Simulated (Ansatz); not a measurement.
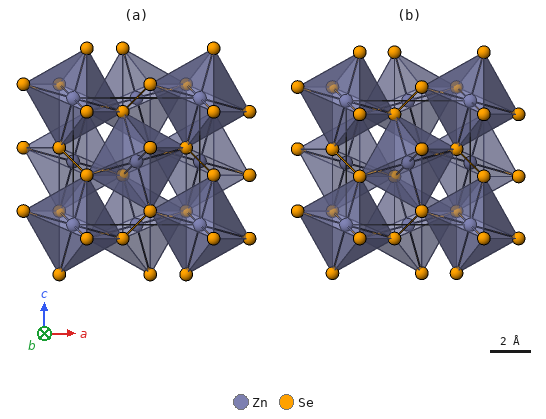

The structure of crystalline ZnSe2 (set up in Pa-3) before (left) and after (right) a relaxation, at one scale.

Style: polyhedral. Shown: the cell of the calculation, along the b axis.

Method: DFT PBEsol, scalar-relativistic, plane waves, PAW in Ansatz.

Input file:
```yaml
crystal:
  lattice:
    - [6.374129, 0.0, 0.0]
    - [0.0, 6.374129, 0.0]
    - [0.0, 0.0, 6.374129]
  atoms:
    - { symbol: Zn, position: [0.5, 0.5, 0.0] }
    - { symbol: Zn, position: [0.5, 0.0, 0.5] }
    - { symbol: Zn, position: [0.0, 0.5, 0.5] }
    - { symbol: Zn, position: [0.0, 0.0, 0.0] }
    - { symbol: Se, position: [0.108523, 0.891477, 0.391477] }
    - { symbol: Se, position: [0.891477, 0.391477, 0.108523] }
    - { symbol: Se, position: [0.391477, 0.108523, 0.891477] }
    - { symbol: Se, position: [0.608523, 0.608523, 0.608523] }
    - { symbol: Se, position: [0.891477, 0.108523, 0.608523] }
    - { symbol: Se, position: [0.108523, 0.608523, 0.891477] }
    - { symbol: Se, position: [0.608523, 0.891477, 0.108523] }
    - { symbol: Se, position: [0.391477, 0.391477, 0.391477] }
basis:
  ecutwfc: 420
kpoints:
  mp_grid: { grid: [4, 4, 4] }
hamiltonian:
  xc: pbesol
scf:
  occupations: { method: gaussian, width: 0.02 }
output:
  forces: true
  stress: true
  eigenvalues: true
relax:
  adjacent_minimum: "off"
  f_tol: 0.005
  max_steps: 80
  cell: { stress_tol: 0.05 }
```

Run as
```bash
ansatz run input.yaml --threads 2 --pin off --max-ram 5120MiB --backend cpu --events-out ev --progress --plain --runs-dir out
```

### Describe what moved and what it gained.

The energy falls by 16.9 meV per atom in 3 accepted moves (4 points after the start). Largest force component: 0.025 eV/Å at the start, 0.00013 eV/Å at the end. The pressure goes from −3.83 to −0.01 GPa. The SCF was repeated once at an unchanged geometry on a basis and grid sized afresh for the cell, which shifted the energy by 0.4 meV per atom at most. The largest moves relative to the cell, 0.016 Å, are those of 8 atoms (Se5, Se6, Se7, Se8 and others). Se12 goes along [−1 −1 −1]. Zn stays in place. Cell: a = b = c 6.374 → 6.239 Å (−2.1 %). Volume −6.2 %. Among the contacts that change: Zn1–Se10 2.680 → 2.620 Å, Se5–Se9 2.396 → 2.377 Å. The space group stays Pa-3 (No. 205). Cost: 44 s on 2 threads of Arm Neoverse V2, on a shared host, peak memory 0.74 GiB.
